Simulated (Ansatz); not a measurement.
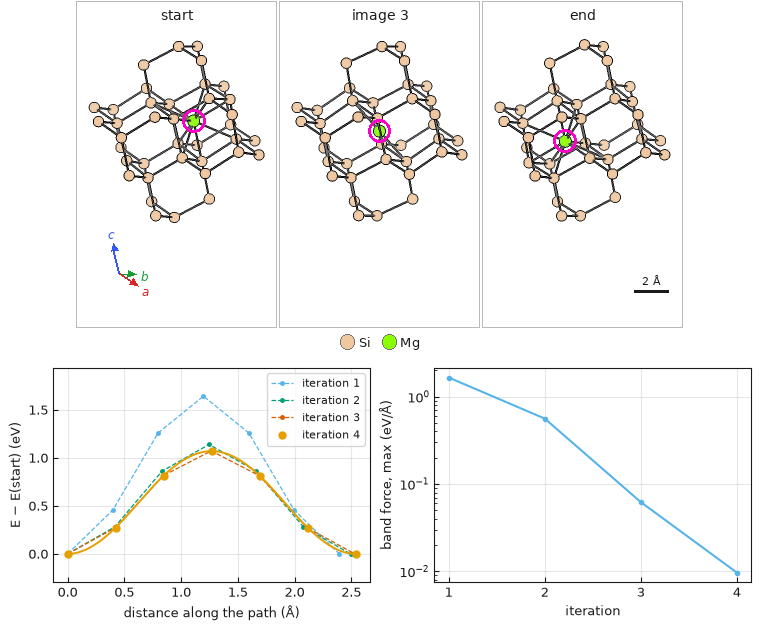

NEB run on a defect cell of composition MgSi32 (cell charge +2) (33 atoms in the cell). Images are numbered from 0 (start) to 6 (end). The plot follows the band through its iterations. The picture is a ball-and-stick view of the atoms within 5.4 Å of the middle of the path, seen from a free direction. The moving atom is ringed, with any periodic copies. Bonds to atoms that aren't drawn are left out.

Method: DFT PBE, scalar-relativistic, plane waves, PAW (Ansatz). Set-up: plane-wave cutoff 420 eV; k-point mesh 2 × 2 × 2; Gaussian smearing 0.02 eV; 5 movable images; climbing image.

**Judge this run.**

The run is converged, with reservations. The band converged in 4 iterations. The largest component of the band force went from 1.7 to 0.0097 eV/Å. The climbing image converged on the top of the path. Its curvatures weren't checked. The first iteration put the highest image at 1.64 eV. The two ends have the same energy, and the highest point, image 3, lies 1.07 eV above the start.

Limits of the set-up: the cell is charged, on a uniform background, and energies carry no finite-size correction.

Cost: 3.5 min on 4 threads of Intel(R) Xeon(R) Platinum 8259CL CPU @ 2.50GHz (Skylake/Cascade Lake), on a shared host, peak memory 2.9 GiB.
